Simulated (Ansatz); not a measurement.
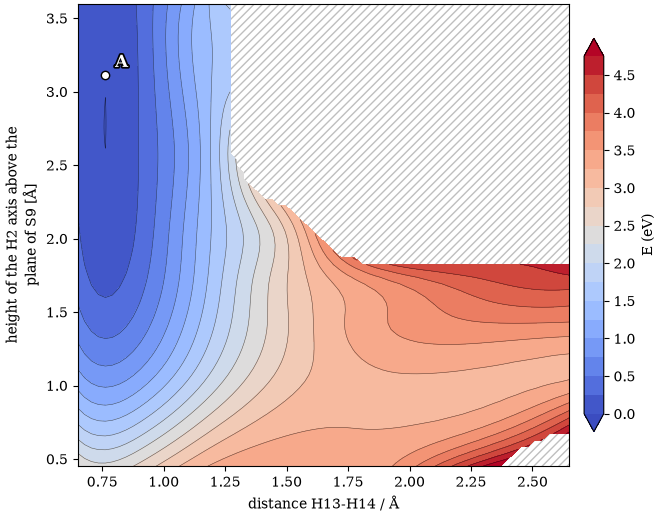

H₂ on a two-dimensional sheet of ZrS₂ (12 atoms of substrate and one adsorbate in a 2 × 2 cell). 
- H2 lies flat over one site of a rigid substrate while its bond length and height are varied; it sits over a hollow site, heights counted from the top plane, its axis along the long diagonal of the hexagonal surface cell.
- The first coordinate is: distance H13-H14; the second: height of the H2 axis above the plane of S9.
- The grid has 8 × 9 points. At 16 points there is no value (left out: too close to the surface, or the stretched molecule far from it).
- Points are written as (first, second).
- All energies are given in eV relative to the lowest grid point.
- All numbers below come from DFT PBE+D3(BJ), scalar-relativistic, plane waves, PAW (Ansatz 0.2.0). Settings: cutoff 420 eV, k-mesh 6×6×1, gaussian smearing 0.05 eV, no spin polarisation.

In the figure: filled contours, one colour for all values above the top of the scale, hatched blanks where no value was computed, the point A. Between grid points the surface is interpolated.

Question: Find the lowest path from A to the other arm of the map, and its barrier.

Answer: The easiest path runs from the intact molecule far from the surface, about (0.76 Å, 3.11 Å), to the stretched end of the scan, (2.650 Å, 1.09 Å). Its highest point, at about (1.86 Å, 0.94 Å), lies about 3.2 eV above the start and 0.017 eV above the end on the interpolated surface. An end on the edge of the scan is no minimum, so the barrier from there is a lower bound.

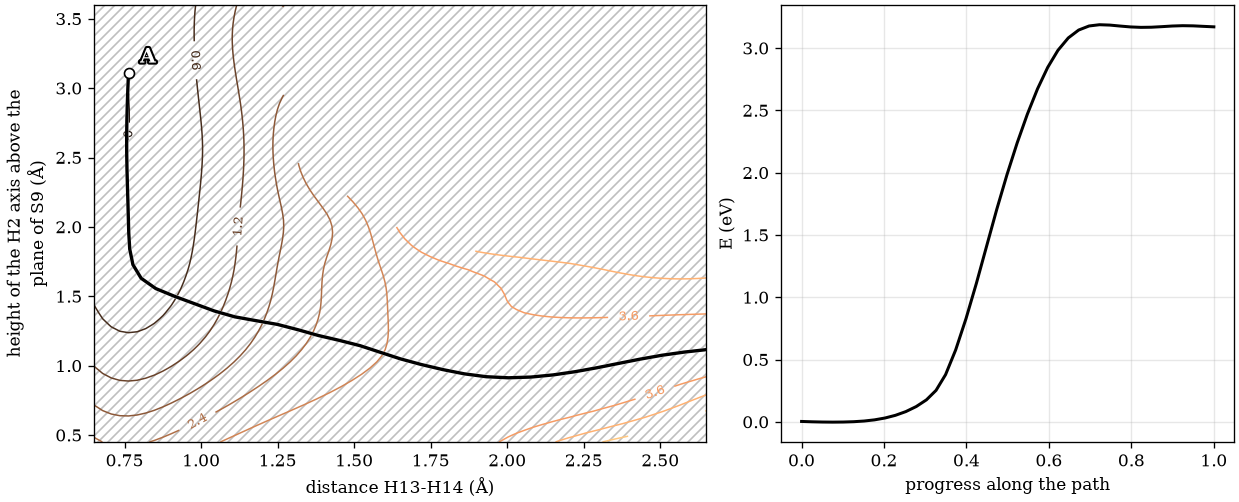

The picture shows contour lines labelled in eV (none above 4.8), a line along the lowest path, hatched blanks where no value was computed, the energy along the path at the right. Between grid points the surface is interpolated.

PAW datasets: the set soft_1.
